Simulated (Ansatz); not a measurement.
Run report: Si, geometry relaxation (part 2 of 2)

Si (Cmme, 8 atoms in the cell); DFT PBE, scalar-relativistic, plane waves, PAW, no spin polarisation (Ansatz 0.2.0); cutoff 420 eV, 4×4×4 k-mesh, Gaussian smearing of 0.1 eV. The structure was made by a generator, so it may or may not be a known phase.

Geometry of the input (Å; fractional positions):
```
3.1272  -3.5238  0.0000
3.1272  3.5238  0.0000
0.0000  0.0000  6.1987
Si 0.7500  0.7500  0.8281
Si 0.7500  0.7500  0.1719
Si 0.2500  0.2500  0.8281
Si 0.2500  0.2500  0.1719
Si 0.9204  0.4204  0.3469
Si 0.0796  0.5796  0.6531
Si 0.5796  0.0796  0.3469
Si 0.4204  0.9204  0.6531
```

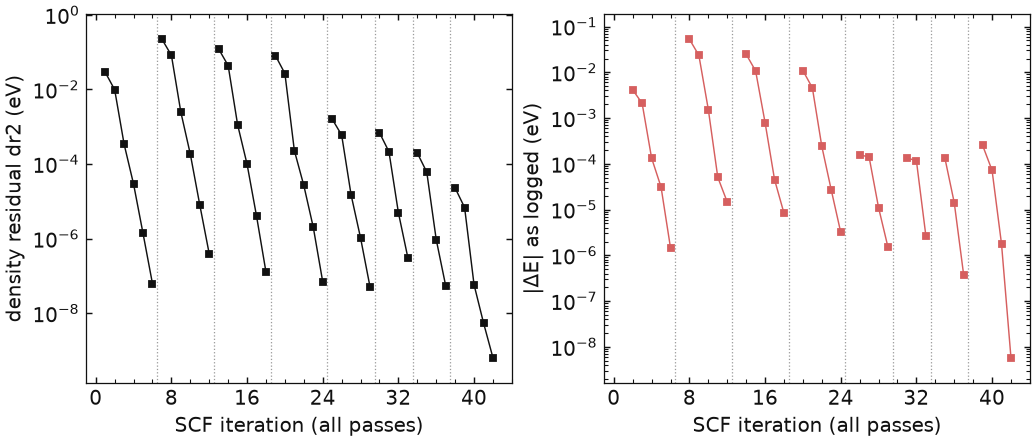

Convergence of the self-consistent field: density residual dr2 and size of the energy change against the SCF iteration. The dotted lines part the SCF passes of the relaxation: geometry steps, rejected trials and re-solves on a re-selected basis. The 8 passes take 4 to 6 iterations each, 42 in all.

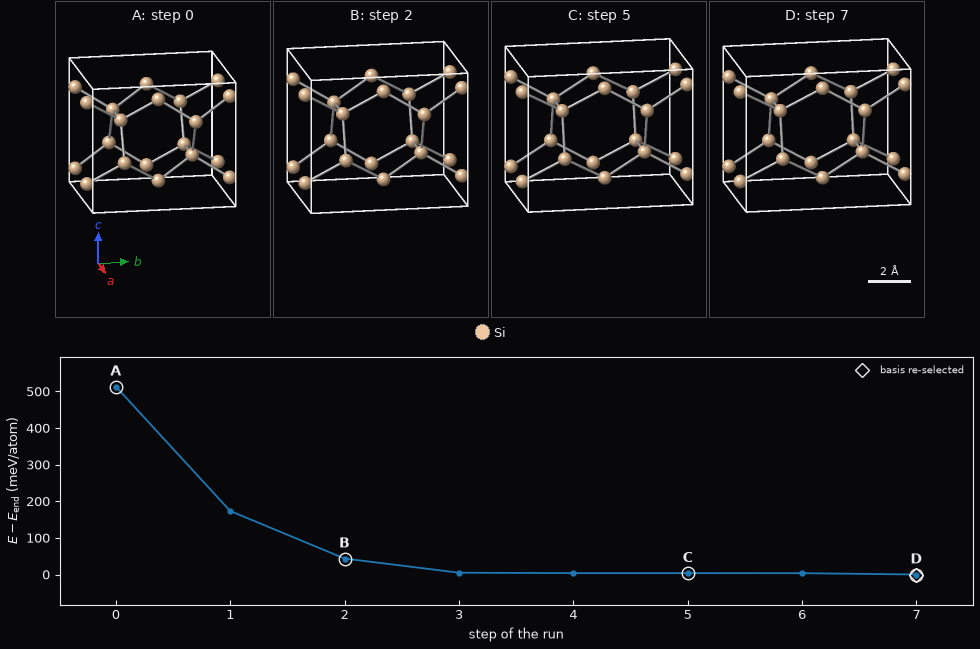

Frames of the relaxation (ball-and-stick view of the cell 2 times as large as that of the calculation, set on its symmetry axes, seen slightly off an axis) above the curves, on which the letters mark them (the first geometry is step 0 here and step 1 in the log).

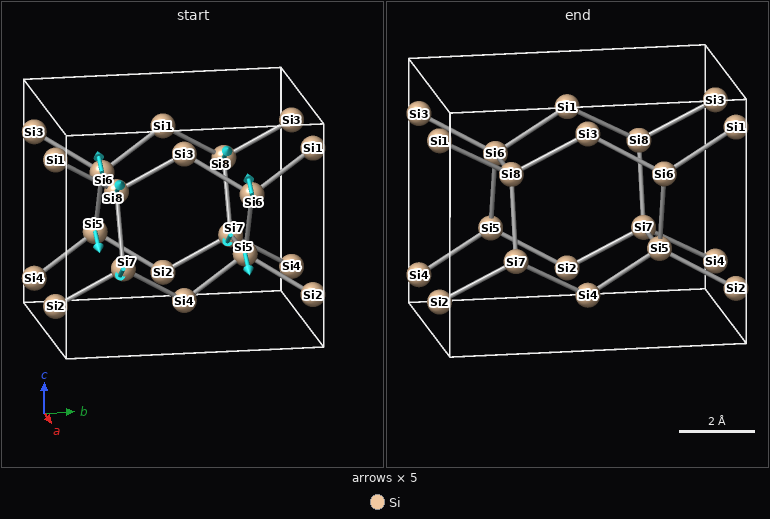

Before (left) and after (right) the relaxation, at one scale (ball-and-stick view of the cell 2 times as large as that of the calculation, set on its symmetry axes, seen slightly off an axis). The teal arrows give the displacements (without the part carried along by the change of the cell), magnified 5 times. Over 6 geometry steps the energy falls by 510 meV per atom. Largest force component: 0.94 eV/Å at the start, 0.0026 eV/Å at the end. The pressure goes from 34.94 to 0.19 GPa. The largest moves relative to the cell, 0.16 Å, are those of Si5, Si6, Si7 and Si8. The drawn cell changes as follows: a 6.254 → 6.055 Å (−3.2 %), b 7.048 → 8.118 Å (+15.2 %), c 6.199 → 6.779 Å (+9.4 %); the volume changes by +22.0 %. Distances before and after: Si1–Si6 2.128 → 2.342 Å, Si5–Si6 2.143 → 2.351 Å, Si5–Si7 2.131 → 2.333 Å, Si1–Si2 2.131 → 2.300 Å. Among the angles that change: Si5–Si7–Si8 117.7° → 107.2°, Si2–Si7–Si4 111.8° → 120.1°, Si2–Si7–Si5 103.5° → 98.5°. The space group stays Cmme (No. 67). A last SCF at the same geometry on a re-selected plane-wave basis shifts the energy by −3.6 meV per atom. (Atoms are counted from 1 in the order of the input.)

```
basis re-selected at this cell: Δ(F+E_penalty+E_count) = -2.918e-2 eV, ΔP = +0.180 GPa vs the last step (what re-selecting the basis moved, of the pressure what is left beyond the Pulay correction that the steps carried, after the strain that the cell walked since its last selection, with what the two solves' SCF thresholds leave and, on support functions, any second-order correction that the steps lacked; it is no measure of the basis error at this ecutwfc). The dense FFT grid was sized anew with the basis: this SCF ran on 36×36×48 points, the steps before it on 32×32×45, so part of this shift can come from that change (see relax.cell in the input reference). This SCF's stress stands 2.97e-1 GPa from its target on what of the cell is left free (relax.cell.stress_tol is 4.00e-1 GPa) and its largest allowed force component is 2.60e-3 eV/Å (relax.f_tol is 4.00e-2 eV/Å): within both
SCF converged after 5 iterations
Free energy (F): -5083.833866 eV
Harris-Foulkes:  -5083.833866 eV  (|F-HF|=9.46e-10)
Internal energy: -5083.827346 eV  (E = F + TS)
E sigma→0 (E₀):  -5083.830606 eV
Entropy (-TS):   -0.006520 eV (-0.815 meV/atom)
Fermi energy:    6.206675 eV
--- Per-component energies (eV) ---
  E_band       = 26.732926
  E_kinetic    = 318.409174
  E_local      = -241.245613  (includes V_loc(G=0)·N_el)
  E_nonlocal   = 207.116320
  E_hartree    = 66.225808
  E_xc         = -439.516841
  E_vxc        = -371.211577  (∫ρ·V_xc dr)
  E_paw        = -4101.160821  (= ΣΔE_a)
  E_vpaw       = -18.786805  (= ΣTr[D̂ρ^β])
  E_aug_tail   = 0.000049  (compensation charges beyond the density's cutoff)
  E_ewald      = -893.655422
  E_smearing   = -0.006520  (= −TS)
  E_closure    = -0.000000  (closes the sum)
  Σ components = -5083.833866   (vs F -5083.833866, Δ=0.00e0)
--- Forces (eV/Å), atoms counted from 1 ---
  atom   1  Si    -0.00000000     0.00000000    -0.00260076
  atom   2  Si    -0.00000000    -0.00000000     0.00260076
  atom   3  Si     0.00000000     0.00000000    -0.00260076
  atom   4  Si     0.00000000     0.00000000     0.00260076
  atom   5  Si    -0.00000621    -0.00000000     0.00183405
  atom   6  Si     0.00000621     0.00000000    -0.00183405
  atom   7  Si     0.00000621     0.00000000     0.00183405
  atom   8  Si    -0.00000621    -0.00000000    -0.00183405
  max |Σ_I F_I| component: 2.98e-19 eV/Å
--- Stress (GPa, compression-positive) ---
        0.092118       0.000000       0.000000
        0.000000       0.297237       0.000000
        0.000000       0.000000       0.182494
  P = ⅓ Tr σ = 0.1906 GPa (1.906 kbar)
--- Band table (eV; the first three rows and the last of 21) ---
  k-point 0: bands = ["-6.0685", "-4.0692", "-2.2978", "-1.8529", "-1.7087", "0.5892", "0.6909", "1.2623", "1.9098", "2.0006", "3.0779", "3.0985", "3.3050", "3.9523", "4.1075", "4.7048", "5.6890", "5.7725", "7.1862", "7.7720", "8.4571", "8.9813", "9.1956", "10.6953"]
  k-point 1: bands = ["-5.9003", "-4.6383", "-1.7842", "-1.6400", "-1.4925", "0.2843", "0.3950", "1.0884", "1.8746", "2.1866", "2.8351", "3.2931", "3.6229", "3.6259", "3.8334", "4.5616", "5.7529", "6.4632", "7.7183", "8.4175", "9.0670", "9.0810", "9.2078", "9.3054"]
  k-point 2: bands = ["-5.4764", "-5.3213", "-1.7038", "-1.5594", "-0.4389", "0.0202", "0.1357", "0.4414", "1.8757", "2.3987", "2.4641", "3.0237", "3.2727", "4.1885", "4.4101", "4.4210", "5.9206", "6.3941", "8.2827", "8.3013", "9.0519", "9.4595", "9.6640", "9.7647"]
  k-point 20: bands = ["-4.3382", "-3.9085", "-2.9258", "-2.8787", "-2.8591", "-2.2411", "1.0094", "1.1094", "2.5235", "2.5870", "2.7391", "2.8574", "4.4905", "4.4988", "5.3266", "5.5937", "5.6179", "6.6986", "8.4605", "8.5007", "10.0234", "10.2741", "10.3361", "10.3533"]
--- Relaxed structure (7 steps of the walk, 7 accepted, 1 SCFs on fresh bases) ---
  F+E_penalty+E_count = -5083.83386629 eV   max|allowed force component| = 2.601e-3 eV/Å   (the final SCF, on the basis selected at the relaxed cell)
  cell:  # Å, volume = 166.6222 Å³
    - [3.027740701763548, -4.058848922467098, 0.0]
    - [3.027740701763548, 4.058848922467098, 0.0]
    - [0.0, 0.0, 6.7792440369171585]
  atoms:
    - { symbol: Si, position: [0.7499999999999999, 0.7499999999999999, 0.8303610743012213] }
    - { symbol: Si, position: [0.7499999999999999, 0.7499999999999999, 0.16963892569877856] }
    - { symbol: Si, position: [0.24999999999999997, 0.24999999999999997, 0.8303610743012213] }
    - { symbol: Si, position: [0.24999999999999997, 0.24999999999999997, 0.16963892569877856] }
    - { symbol: Si, position: [0.9426080735028994, 0.4426080735028996, 0.3343384088605661] }
    - { symbol: Si, position: [0.05739192649710062, 0.5573919264971006, 0.6656615911394338] }
    - { symbol: Si, position: [0.5573919264971006, 0.05739192649710062, 0.3343384088605661] }
    - { symbol: Si, position: [0.4426080735028996, 0.9426080735028994, 0.6656615911394338] }
```

## Trajectory as extended XYZ (Å, eV, eV/Å), 8 frames, from step=1 to step=8
```
8
Lattice="3.1272 -3.5238 0.0000 3.1272 3.5238 0.0000 0.0000 0.0000 6.1987" Properties=species:S:1:pos:R:3:forces:R:3 step=1 energy=-5079.72721 pressure_GPa=34.94
Si    4.6908    0.0000    5.1331    0.0000   0.0000   0.6339
Si    4.6908    0.0000    1.0656    0.0000   0.0000  -0.6339
Si    1.5636    0.0000    5.1331    0.0000   0.0000   0.6339
Si    1.5636    0.0000    1.0656    0.0000   0.0000  -0.6339
Si    4.1928   -1.7619    2.1505    0.9359   0.0000   0.3265
Si    2.0616    1.7619    4.0482   -0.9359   0.0000  -0.3265
Si    2.0616   -1.7619    2.1505   -0.9359   0.0000   0.3265
Si    4.1928    1.7619    4.0482    0.9359   0.0000  -0.3265
8
Lattice="3.1849 -3.6954 0.0000 3.1849 3.6954 0.0000 0.0000 0.0000 6.4612" Properties=species:S:1:pos:R:3:forces:R:3 step=2 energy=-5082.44576 pressure_GPa=15.28
Si    4.7773    0.0000    5.3624    0.0000   0.0000   0.1072
Si    4.7773    0.0000    1.0988    0.0000   0.0000  -0.1072
Si    1.5924    0.0000    5.3624    0.0000   0.0000   0.1072
Si    1.5924    0.0000    1.0988    0.0000   0.0000  -0.1072
Si    4.2981   -1.8477    2.2297    0.4791   0.0000  -0.1003
Si    2.0717    1.8477    4.2315   -0.4791   0.0000   0.1003
Si    2.0717   -1.8477    2.2297   -0.4791   0.0000  -0.1003
Si    4.2981    1.8477    4.2315    0.4791   0.0000   0.1003
8
Lattice="3.1640 -3.8670 0.0000 3.1640 3.8670 0.0000 0.0000 0.0000 6.6591" Properties=species:S:1:pos:R:3:forces:R:3 step=3 energy=-5083.48480 pressure_GPa=5.03
Si    4.7459    0.0000    5.5309    0.0000   0.0000  -0.0133
Si    4.7459    0.0000    1.1282    0.0000   0.0000   0.0133
Si    1.5820    0.0000    5.5309    0.0000   0.0000  -0.0133
Si    1.5820    0.0000    1.1282    0.0000   0.0000   0.0133
Si    4.3117   -1.9335    2.2670    0.1773   0.0000  -0.0373
Si    2.0162    1.9335    4.3921   -0.1773   0.0000   0.0373
Si    2.0162   -1.9335    2.2670   -0.1773   0.0000  -0.0373
Si    4.3117    1.9335    4.3921    0.1773   0.0000   0.0373
8
Lattice="3.0149 -4.0115 0.0000 3.0149 4.0115 0.0000 0.0000 0.0000 6.8193" Properties=species:S:1:pos:R:3:forces:R:3 step=4 energy=-5083.79440 pressure_GPa=0.87
Si    4.5223    0.0000    5.6707    0.0000   0.0000   0.0027
Si    4.5223    0.0000    1.1486    0.0000   0.0000  -0.0027
Si    1.5074    0.0000    5.6707    0.0000   0.0000   0.0027
Si    1.5074    0.0000    1.1486    0.0000   0.0000  -0.0027
Si    4.1755   -2.0057    2.2840    0.1045   0.0000   0.0976
Si    1.8543    2.0057    4.5353   -0.1045   0.0000  -0.0976
Si    1.8543   -2.0057    2.2840   -0.1045   0.0000   0.0976
Si    4.1755    2.0057    4.5353    0.1045   0.0000  -0.0976
8
Lattice="3.0245 -4.0589 0.0000 3.0245 4.0589 0.0000 0.0000 0.0000 6.7695" Properties=species:S:1:pos:R:3:forces:R:3 step=5 energy=-5083.80364 pressure_GPa=0.21
Si    4.5367    0.0000    5.6184    0.0000   0.0000   0.0642
Si    4.5367    0.0000    1.1511    0.0000   0.0000  -0.0642
Si    1.5122    0.0000    5.6184    0.0000   0.0000   0.0642
Si    1.5122    0.0000    1.1511    0.0000   0.0000  -0.0642
Si    4.1891   -2.0294    2.2594    0.0338   0.0000   0.0730
Si    1.8598    2.0294    4.5101   -0.0338   0.0000  -0.0730
Si    1.8598   -2.0294    2.2594   -0.0338   0.0000   0.0730
Si    4.1891    2.0294    4.5101    0.0338   0.0000  -0.0730
8
Lattice="3.0353 -4.0609 0.0000 3.0353 4.0609 0.0000 0.0000 0.0000 6.7763" Properties=species:S:1:pos:R:3:forces:R:3 step=6 energy=-5083.80366 pressure_GPa=-0.13
Si    4.5530    0.0000    5.6280    0.0000   0.0000  -0.0644
Si    4.5530    0.0000    1.1484    0.0000   0.0000   0.0644
Si    1.5177    0.0000    5.6280    0.0000   0.0000  -0.0644
Si    1.5177    0.0000    1.1484    0.0000   0.0000   0.0644
Si    4.2035   -2.0305    2.2688   -0.0366   0.0000  -0.0710
Si    1.8672    2.0305    4.5075    0.0366   0.0000   0.0710
Si    1.8672   -2.0305    2.2688    0.0366   0.0000  -0.0710
Si    4.2035    2.0305    4.5075   -0.0366   0.0000   0.0710
8
Lattice="3.0277 -4.0588 0.0000 3.0277 4.0588 0.0000 0.0000 0.0000 6.7792" Properties=species:S:1:pos:R:3:forces:R:3 step=7 energy=-5083.80469 pressure_GPa=0.01
Si    4.5416    0.0000    5.6292    0.0000   0.0000  -0.0033
Si    4.5416    0.0000    1.1500    0.0000   0.0000   0.0033
Si    1.5139    0.0000    5.6292    0.0000   0.0000  -0.0033
Si    1.5139    0.0000    1.1500    0.0000   0.0000   0.0033
Si    4.1941   -2.0294    2.2666    0.0006   0.0000   0.0007
Si    1.8614    2.0294    4.5127   -0.0006   0.0000  -0.0007
Si    1.8614   -2.0294    2.2666   -0.0006   0.0000   0.0007
Si    4.1941    2.0294    4.5127    0.0006   0.0000  -0.0007
8
Lattice="3.0277 -4.0588 0.0000 3.0277 4.0588 0.0000 0.0000 0.0000 6.7792" Properties=species:S:1:pos:R:3:forces:R:3 step=8 energy=-5083.83387 pressure_GPa=0.19
Si    4.5416    0.0000    5.6292    0.0000   0.0000  -0.0026
Si    4.5416    0.0000    1.1500    0.0000   0.0000   0.0026
Si    1.5139    0.0000    5.6292    0.0000   0.0000  -0.0026
Si    1.5139    0.0000    1.1500    0.0000   0.0000   0.0026
Si    4.1941   -2.0294    2.2666    0.0000   0.0000   0.0018
Si    1.8614    2.0294    4.5127    0.0000   0.0000  -0.0018
Si    1.8614   -2.0294    2.2666    0.0000   0.0000   0.0018
Si    4.1941    2.0294    4.5127    0.0000   0.0000  -0.0018
```

## Summary

```json
{"quantity": "outcome", "value": "converged"}
{"quantity": "space group (tolerance 0.01 Å)", "value": "Cmme (67)"}
{"quantity": "electrons treated", "value": "32"}
{"quantity": "free energy", "value": "−5083.8339 eV"}
{"quantity": "Fermi energy", "value": "6.207 eV"}
{"quantity": "gap on the k-point mesh", "value": "none (metallic)"}
{"quantity": "pressure", "value": "0.19 GPa"}
{"quantity": "final volume", "value": "166.62 Å³"}
{"quantity": "largest force (length of the vector) at the end", "value": "0.003 eV/Å"}
{"quantity": "final cell", "value": "a = 5.064 Å, b = 5.064 Å, c = 6.779 Å, α = 90.00°, β = 90.00°, γ = 106.56°"}
{"quantity": "wall time", "value": "12 s"}
{"quantity": "peak memory", "value": "0.46 GiB"}
```
